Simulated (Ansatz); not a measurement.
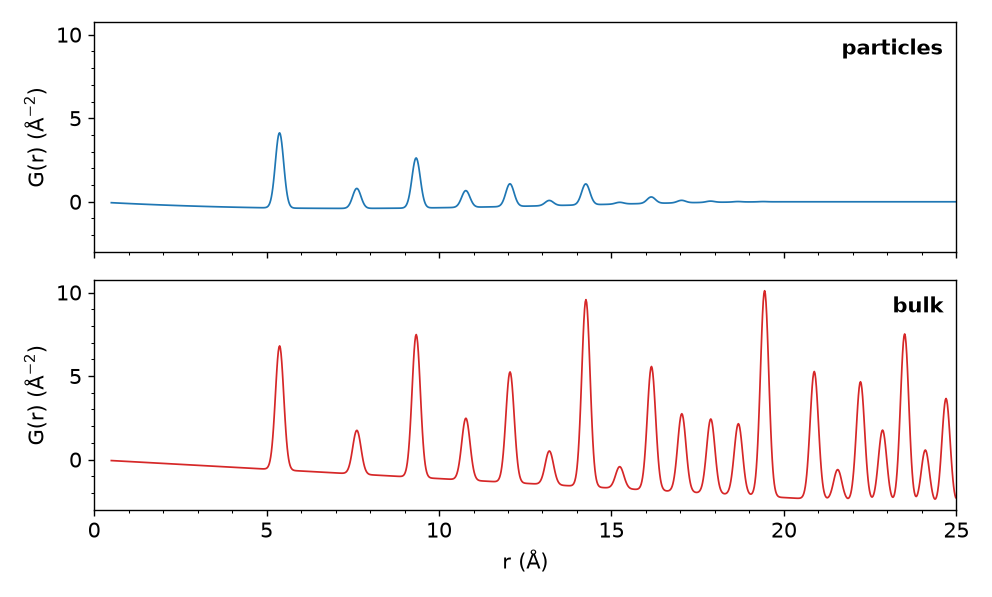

Simulated X-ray pair distribution function, G(r) = R(r)/r − 4πρ₀r, summed over the atomic distances of the structure with each pair weighted by the product of the atomic numbers (X-ray weights at Q = 0); every distance is a Gaussian of σ = 0.12 Å, for spherical particles of Cs with the bulk structure: the bulk G(r) is multiplied by the envelope of a sphere of diameter D, 1 − 3r/2D + r³/2D³, with no surface relaxation. The number density is 0.00903 atoms per Å³. Basis of the simulation: the input geometry of an electronic-structure calculation (not necessarily at equilibrium); the starting structure was generated, so it need not be a known form of this composition.

### How large are the particles?

About 20 Å (2.0 nm): the signal is half of the bulk amplitude at r ≈ 6.9 Å and vanishes at r = D, fading from view somewhat earlier.

### Roughly how many atoms does one particle hold?

About 38 (number density 0.00903 Å⁻³ times πD³/6).
